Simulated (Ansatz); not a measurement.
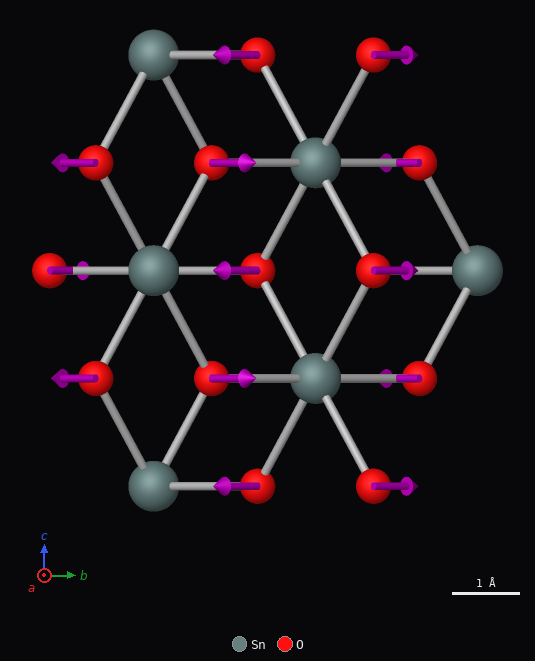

A relaxation of crystalline SnO$_{2}$ (set up in Pnnm) (coarse preliminary run). The starting structure is drawn; purple arrows show the displacements (the part carried along by the change of the cell is left out), 10 times their true length.

A ball-and-stick model of the atoms within 4.2 Å of the atom that moves most (axes of the cell of the calculation), seen along the a axis.

Computed with Ansatz, DFT LDA, scalar-relativistic, plane waves, PAW. Set-up: plane-wave cutoff 420 eV; k-point mesh 4 × 4 × 6; occupations gaussian; smearing width 0.1 eV; no spin polarisation; cell and atoms relaxed; force threshold 0.05 eV/Å; at most 80 steps.

What happened in the run?

The largest moves relative to the cell, 0.093 Å, are those of O atoms. Sn stays in place. The volume changes by −5.6 %, with a 4.788 → 4.723 Å (−1.4 %), b 4.867 → 4.731 Å (−2.8 %), c 3.241 → 3.191 Å (−1.5 %). Some distances before and after: O–Sn 2.096 → 2.046 Å. The space group (tolerance 0.01 Å) goes from Pnnm (No. 58) to P4_2/mnm (No. 136). Over 4 accepted moves (5 points after the start) the energy falls by 29.4 meV per atom. Largest force component: 0.17 eV/Å at the start, 0.0016 eV/Å at the end. The pressure goes from −11.22 to −0.44 GPa. At 1 point the geometry stayed and the basis and grid were re-selected for the new cell (energy shift of 3.8 meV per atom at most each time). The run took 22 s on 1 thread of AMD EPYC 7R13 Processor (Zen 3), on a shared host, peak memory 0.43 GiB.
